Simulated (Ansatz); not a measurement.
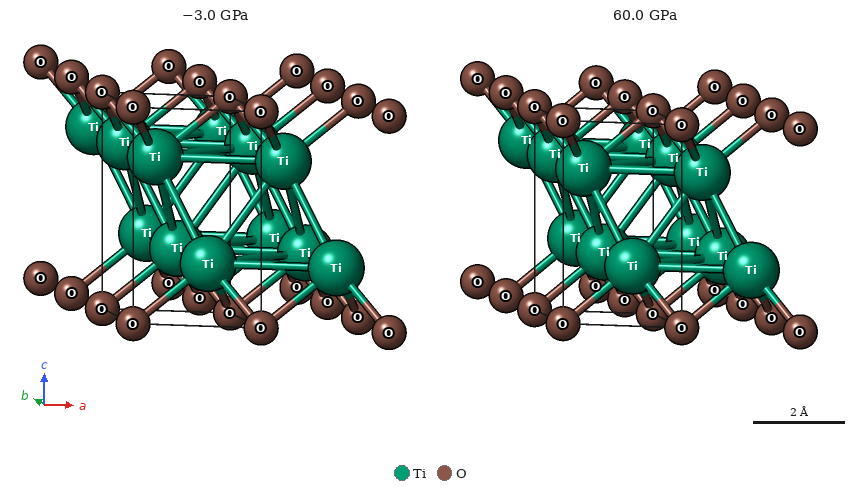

Crystalline Ti$_{2}$O (set up in P-3m1), relaxed (cell and atoms) at several target pressures. The picture shows the first and the last member. The picture is a ball-and-stick view of the cell of the calculation, repeated 2 × 3 × 1 with one cell outlined, seen slightly off an axis.

Computed with Ansatz 0.2.0: DFT r2SCAN, scalar-relativistic, plane waves, PAW. (plane-wave cutoff 500 eV; k-point mesh 18 × 18 × 10; occupations gaussian; smearing width 0.1 eV; no spin polarisation; cell and atoms relaxed; force threshold 0.008 eV/Å)

```json
{"pressure (GPa)": "−3.0", "volume (Å³/atom)": "12.294", "a (Å)": "2.967", "c (Å)": "4.836"}
{"pressure (GPa)": "0.0", "volume (Å³/atom)": "12.105", "a (Å)": "2.951", "c (Å)": "4.814"}
{"pressure (GPa)": "3.0", "volume (Å³/atom)": "11.928", "a (Å)": "2.936", "c (Å)": "4.792"}
{"pressure (GPa)": "8.0", "volume (Å³/atom)": "?", "a (Å)": "?", "c (Å)": "?"}
{"pressure (GPa)": "15.0", "volume (Å³/atom)": "11.329", "a (Å)": "2.884", "c (Å)": "4.719"}
{"pressure (GPa)": "30.0", "volume (Å³/atom)": "10.749", "a (Å)": "2.831", "c (Å)": "4.646"}
{"pressure (GPa)": "60.0", "volume (Å³/atom)": "9.900", "a (Å)": "2.749", "c (Å)": "4.538"}
```

Estimate the missing row from the others, and compare with the calculation.

Murnaghan's form V = V₀(1 + B′P/B₀)^(−1/B′), with V₀ = 12.105 Å³ from the row at zero pressure, fits the other rows with B₀ = 200 GPa and B′ = 3.76 (largest miss 0.002 Å³). At 8.0 GPa it gives 12.105 × (1 + 3.76 × 8.0/200)^(−1/3.76) = 11.662 Å³ per atom. The calculation gives 11.660 Å³/atom (a = 2.913 Å, c = 4.759 Å). The estimate is 0.002 Å³/atom too high. From the first member to the last: Ti–Ti 2.820 → 2.594 Å, Ti–Ti 2.967 → 2.749 Å, Ti–Ti 3.111 → 2.950 Å.

The whole series:

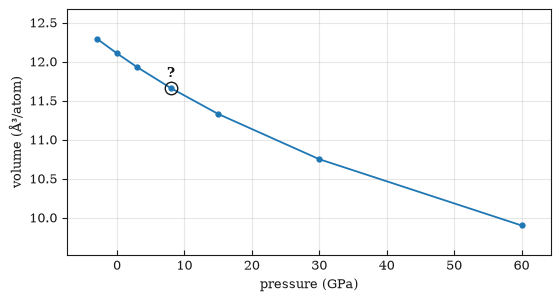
